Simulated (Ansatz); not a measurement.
Given this structure, coordinates from a relaxation with DFT, PAW plane waves, pbe (Ansatz); the starting structure was generated, so it need not be a known form of this composition, written in its standard cell:

Space group Cmce (No. 64). a = 4.799 Å, b = 7.527 Å, c = 3.757 Å, α = 90.00°, β = 90.00°, γ = 90.00°
| atom | site | symmetry | x | y | z |
| --- | --- | --- | --- | --- | --- |
| Si | 8f | m.. | 0.5000 | 0.6460 | 0.1549 |

**What does the kinematic electron diffraction pattern along [010] look like at 120 kV (B = 0.5 Å²)?**

The spots form a rectangular net whose two shortest vectors correspond to d = 2.40 Å and 1.88 Å, 90.0° apart. They are 2 0 0 and 0 0 2. The pattern has symmetry 2mm. The lattice centring (C) removes all reflections that break h + k = 2n; a glide plane extinguishes reflections such as 2 0 -1, 2 0 1, 4 0 -1; a screw axis and a glide plane both extinguish reflections such as 0 0 1, 0 0 3, 0 0 5.

Strongest reflections with d > 0.80 Å, one of each family (|F|² from tabulated Gaussian fits of the electron scattering factors, times a small damping for the curvature of the Ewald sphere):

```
  hkl  d (Å)  I (strongest = 100)
2 0 0  2.399                  100
4 0 0  1.200                   13
0 0 2  1.879                    7
2 0 2  1.479                    3
6 0 0  0.800                    3
0 0 4  0.939                    3
```

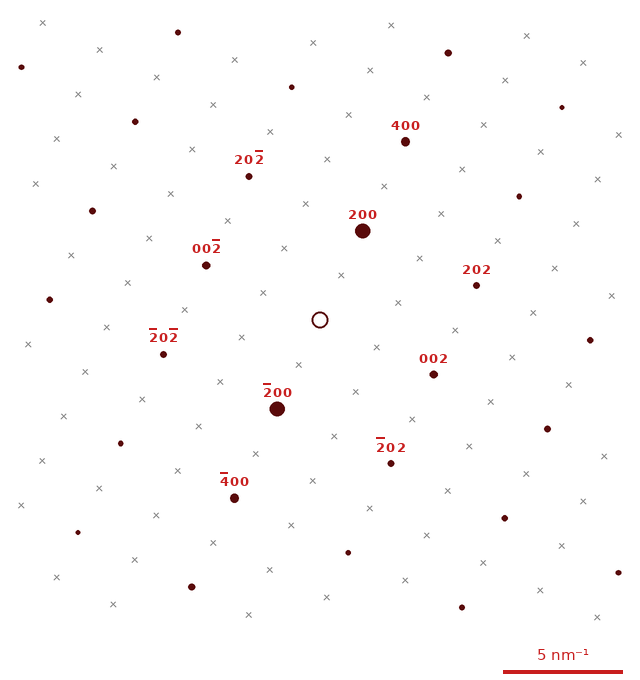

Calculated pattern, seen from the source side with [010] pointing towards the source; crosses mark the places of extinct reflections.
